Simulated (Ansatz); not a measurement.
Structure (in its standard cell), the input geometry of an electronic-structure calculation (not necessarily at equilibrium); the starting structure was generated, so it need not be a known form of this composition:

```
CELL_PARAMETERS angstrom
2.86526 0.00000 0.00000
0.00000 2.86526 0.00000
0.00000 0.00000 2.86526
ATOMIC_POSITIONS crystal
Cu 0.00000 0.00000 0.00000
Cu 0.50000 0.50000 0.50000
```

> What does the kinematic electron diffraction pattern along [110] look like at 300 kV (B = 0.5 Å²)?

The spots form a rectangular net whose two shortest vectors correspond to d = 2.03 Å and 1.43 Å, 90.0° apart. They are 1 -1 0 and 0 0 2. The pattern has symmetry 2mm. The lattice centring (I) removes all reflections that break h + k + l = 2n.

Strongest reflections with d > 0.80 Å, one of each family (|F|² from tabulated Gaussian fits of the electron scattering factors, times a small damping for the curvature of the Ewald sphere):

```
   hkl  d (Å)  I (strongest = 100)
1 -1 0  2.026                  100
 0 0 2  1.433                   53
1 -1 2  1.170                   34
2 -2 0  1.013                   23
2 -2 2  0.827                   12
```

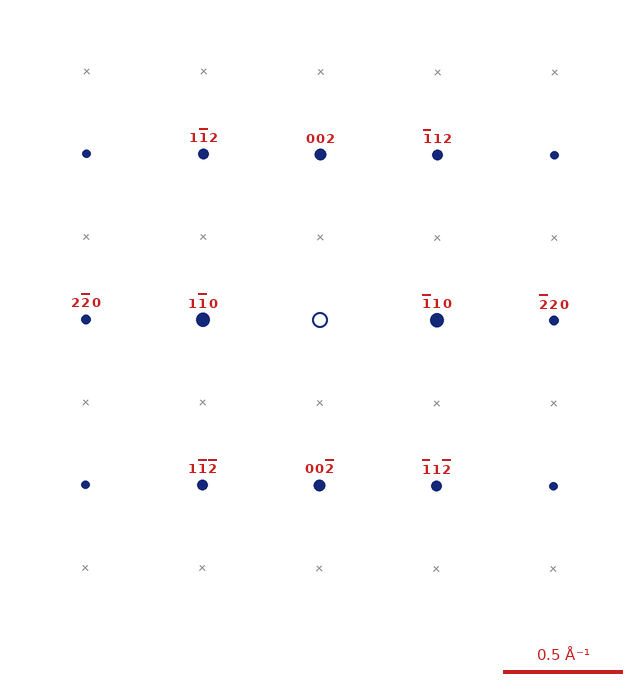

Calculated pattern, seen from the source side with [110] pointing towards the source; crosses mark the places of extinct reflections.
